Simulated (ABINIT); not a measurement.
**Run report: CaO, optical-spectrum calculation (part 1 of 2)**

The run: optical-spectrum calculation of CaO (2 atoms in the cell). Method and program: Kohn-Sham DFT of a periodic cell, LDA, PseudoDojo NC SR LDA v0.4.1 standard, no spin polarisation (ABINIT 10.8.3).

The structure derives from a Materials Project entry.

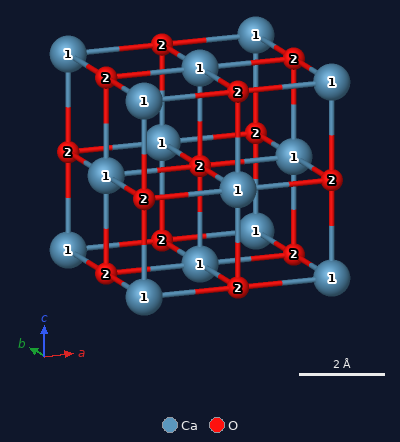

Fig. 1: The structure as given in the input (ball-and-stick view of the cell 4 times as large as that of the calculation, set on its symmetry axes, seen slightly off an axis; atoms are numbered from 1 in the order of the input).

**The input**
```
# Datasets
ndtset 3

# Pseudopotentials
pp_dirpath "./"
pseudos "Ca.upf, O.upf"

# Structure
acell 3.3991410632 3.3991410632 3.3991410632 Angstrom
rprim
     0.0000000000     0.7071067812     0.7071067812
     0.7071067812     0.0000000000     0.7071067812
     0.7071067812     0.7071067812     0.0000000000
ntypat 2
znucl 20 8
natom 2
typat 1 2
xred
            0.0            0.0            0.0
            1/2            1/2            1/2

# Plane-wave basis
ecut 35.0

# k points
ngkpt 6 6 6
nshiftk 4
shiftk
     0.5000000000     0.5000000000     0.5000000000
     0.5000000000     0.0000000000     0.0000000000
     0.0000000000     0.5000000000     0.0000000000
     0.0000000000     0.0000000000     0.5000000000
istwfk *1

# Exchange and correlation
ixc 7

# Bands and occupations
occopt 1

# SCF cycle
nstep 80
diemac 6.0

# Output
iomode 3
prteig 0
prtebands 0

# Dataset 1: ground state
nband1 8
tolvrs1 1.0e-12
prtden1 1
prtwf1 0
kptopt1 1

# Dataset 2: empty bands at fixed density
iscf2 -2
getden2 1
nband2 18
nbdbuf2 4
tolwfr2 1.0e-12
nstep2 120
prtden2 0
kptopt2 1

# Dataset 3: wave functions and velocity matrix elements in the full zone
optdriver3 8
wfk_task3 "wfk_optics_fullbz"
getwfk3 2
nband3 14
kptopt3 1
prtevk3 1
inclvkb3 2
```

**File optic.abi**
```
&FILES
 ddkfile_1 = 'runo_DS3_1_EVK.nc',
 ddkfile_2 = 'runo_DS3_2_EVK.nc',
 ddkfile_3 = 'runo_DS3_3_EVK.nc',
 wfkfile = 'runo_DS3_WFK.nc'
/
&PARAMETERS
 broadening = 0.003675,
 domega = 0.002,
 maxomega = 0.8,
 scissor = 0.036749,
 tolerance = 0.002
/
&COMPUTATIONS
 num_lin_comp = 1,
 lin_comp = 11,
 num_nonlin_comp = 0
/
```

Run on 1 thread of Arm Neoverse V1, 24 GiB of memory available, shared host.

Launch command:
```bash
abinit run.abi > log 2>&1
optic optic.abi > optic.log 2>&1
```

**The program's output**
```
.Version 10.8.3 of ABINIT
 DATASET    1 : space group Fm -3 m (#225); Bravais cF (face-center cubic)
================================================================================
 Values of the parameters that define the memory need for DATASET  1.
     intxc =       0    ionmov =       0      iscf =       7    lmnmax =       6
     lnmax =       6     mgfft =      36  mpssoang =       3    mqgrid =    3001
     natom =       2  nloc_mem =       1    nspden =       1   nspinor =       1
    nsppol =       1      nsym =      48    n1xccc =    2501    ntypat =       2
    occopt =       1   xclevel =       1
       mpw =        1880          nfft =       46656          nkpt =          28
================================================================================
================================================================================

 DATASET    2 : space group Fm -3 m (#225); Bravais cF (face-center cubic)
================================================================================
 Values of the parameters that define the memory need for DATASET  2.
     intxc =       0    ionmov =       0      iscf =      -2    lmnmax =       6
     lnmax =       6     mgfft =      36  mpssoang =       3    mqgrid =    3001
     natom =       2  nloc_mem =       1    nspden =       1   nspinor =       1
    nsppol =       1      nsym =      48    n1xccc =    2501    ntypat =       2
    occopt =       1   xclevel =       1
       mpw =        1880          nfft =       46656          nkpt =          28
================================================================================
================================================================================

 DATASET    3 : space group Fm -3 m (#225); Bravais cF (face-center cubic)
================================================================================
 Values of the parameters that define the memory need for DATASET  3.
     intxc =       0    ionmov =       0      iscf =       7    lmnmax =       6
     lnmax =       6     mgfft =      36  mpssoang =       3    mqgrid =    3001
     natom =       2  nloc_mem =       1    nspden =       1   nspinor =       1
    nsppol =       1      nsym =      48    n1xccc =    2501    ntypat =       2
    occopt =       1   xclevel =       1
       mpw =        1880          nfft =       46656          nkpt =          28
================================================================================
================================================================================

--------------------------------------------------------------------------------
------------- Echo of variables that govern the present computation ------------
--------------------------------------------------------------------------------
 -outvars: echo values of preprocessed input variables --------
            acell      6.4234456728E+00  6.4234456728E+00  6.4234456728E+00 Bohr
              amu      4.00780000E+01  1.59994000E+01
           diemac      6.00000000E+00
             ecut      3.50000000E+01 Hartree
           getden1          0
           getden2          1
           getden3          0
           getwfk1          0
           getwfk2          0
           getwfk3          2
             iscf1          7
             iscf2         -2
             iscf3          7
              ixc           7
           jdtset        1    2    3
         kptrlatt        6   -6    6     -6    6    6     -6   -6    6
          kptrlen      5.45047439E+01
            natom           2
            nband1          8
            nband2         18
            nband3         14
           nbdbuf1          0
           nbdbuf2          4
           nbdbuf3          0
           ndtset           3
            ngfft          36      36      36
             nkpt          28
            nstep1         80
            nstep2        120
            nstep3         80
             nsym          48
           ntypat           2
        optdriver1          0
        optdriver2          0
        optdriver3          8
           prtden1          1
           prtden2          0
           prtden3          1
        prtebands           0
           prteig           0
           prtevk1          0
           prtevk2          0
           prtevk3          1
            prtwf1          0
            prtwf2          1
            prtwf3          1
            rprim      0.0000000000E+00  7.0710678120E-01  7.0710678120E-01
                       7.0710678120E-01  0.0000000000E+00  7.0710678120E-01
                       7.0710678120E-01  7.0710678120E-01  0.0000000000E+00
           shiftk      5.00000000E-01  5.00000000E-01  5.00000000E-01
          spgroup         225
           tolvrs1     1.00000000E-12
           tolvrs2     0.00000000E+00
           tolvrs3     0.00000000E+00
           tolwfr1     0.00000000E+00
           tolwfr2     1.00000000E-12
           tolwfr3     0.00000000E+00
            typat      1  2
         wfk_task1          0
         wfk_task2          0
         wfk_task3          7
           xangst      0.0000000000E+00  0.0000000000E+00  0.0000000000E+00
                       2.4035556960E+00  2.4035556960E+00  2.4035556960E+00
            xcart      0.0000000000E+00  0.0000000000E+00  0.0000000000E+00
                       4.5420619939E+00  4.5420619939E+00  4.5420619939E+00
             xred      0.0000000000E+00  0.0000000000E+00  0.0000000000E+00
                       5.0000000000E-01  5.0000000000E-01  5.0000000000E-01
            znucl       20.00000    8.00000

================================================================================

 chkinp: Checking input parameters for consistency, jdtset=   1.

 chkinp: Checking input parameters for consistency, jdtset=   2.

 chkinp: Checking input parameters for consistency, jdtset=   3.

================================================================================
== DATASET  1 ==================================================================

--- !DatasetInfo
iteration_state: {dtset: 1, }
dimensions: {natom: 2, nkpt: 28, mband: 8, nsppol: 1, nspinor: 1, nspden: 1, mpw: 1880, }
cutoff_energies: {ecut:  35.0, pawecutdg:  -1.0, }
electrons: {nelect:   1.60000000E+01, charge:   0.00000000E+00, occopt:   1.00000000E+00, tsmear:   1.00000000E-02, }
meta: {optdriver: 0, ionmov: 0, optcell: 0, iscf: 7, paral_kgb: 0, }
...

 Exchange-correlation functional for the present dataset will be:
  LDA: Perdew-Wang 92 LSD fit to Ceperley-Alder data - ixc=7
  J.P.Perdew and Y.Wang, PRB 45, 13244 (1992)

 Real(R)+Recip(G) space primitive vectors, cartesian coordinates (Bohr,Bohr^-1):
 R(1)=  0.0000000  4.5420620  4.5420620  G(1)= -0.1100822  0.1100822  0.1100822
 R(2)=  4.5420620  0.0000000  4.5420620  G(2)=  0.1100822 -0.1100822  0.1100822
 R(3)=  4.5420620  4.5420620  0.0000000  G(3)=  0.1100822  0.1100822 -0.1100822
 Unit cell volume ucvol=  1.8740845E+02 bohr^3
 Angles (23,13,12)=  6.00000000E+01  6.00000000E+01  6.00000000E+01 degrees

 getcut: wavevector=  0.0000  0.0000  0.0000  ngfft=  36  36  36
         ecut(hartree)=     35.000   => boxcut(ratio)=   2.10443

--- Pseudopotential description ------------------------------------------------
- pspini: atom type   1  psp file is ./Ca.upf
  20.00000  10.00000  180309                  znucl, zion, pspdat
12 -1012 2 -1 1724                            pspcod,pspxc,lmax,lloc,mmax
     nproj     2     2     2

- pspini: atom type   2  psp file is ./O.upf
   8.00000   6.00000  201201                  znucl, zion, pspdat
12 -1012 2 -1 926                             pspcod,pspxc,lmax,lloc,mmax
     nproj     2     2     1

   3.00637296E+02                                ecore*ucvol(ha*bohr**3)
--------------------------------------------------------------------------------

================================================================================

--- !BeginCycle
iteration_state: {dtset: 1, }
solver: {iscf: 7, nstep: 80, nline: 4, wfoptalg: 0, }
tolerances: {tolvrs: 1.00E-12, }
...

     iter   Etot(hartree)      deltaE(h)  residm     vres2
 ETOT  1  -55.190332874691    -5.519E+01 2.703E-01 3.885E+02
 ETOT  2  -55.092889826772     9.744E-02 1.192E-03 8.906E+02
 ETOT  3  -55.324663018558    -2.318E-01 3.310E-03 2.881E+01
 ETOT  4  -55.330656017846    -5.993E-03 6.769E-05 4.569E+00
 ETOT  5  -55.331565761226    -9.097E-04 3.133E-05 1.658E-01
 ETOT  6  -55.331587961691    -2.220E-05 1.140E-06 2.770E-03
 ETOT  7  -55.331588551559    -5.899E-07 1.566E-08 2.198E-05
 ETOT  8  -55.331588555673    -4.114E-09 5.224E-10 1.490E-05
 ETOT  9  -55.331588558606    -2.933E-09 9.280E-11 3.844E-07
 ETOT 10  -55.331588558691    -8.541E-11 1.490E-12 1.973E-08
 ETOT 11  -55.331588558696    -4.597E-12 1.796E-13 1.721E-10
 ETOT 12  -55.331588558693     2.494E-12 2.125E-15 2.040E-11
 ETOT 13  -55.331588558694    -2.416E-13 5.360E-16 6.600E-14

 At SCF step   13       vres2   =  6.60E-14 < tolvrs=  1.00E-12 =>converged.

 Cartesian components of stress tensor (hartree/bohr^3)
  sigma(1 1)=  2.81917076E-04  sigma(3 2)=  0.00000000E+00
  sigma(2 2)=  2.81917076E-04  sigma(3 1)=  0.00000000E+00
  sigma(3 3)=  2.81917076E-04  sigma(2 1)=  0.00000000E+00
```
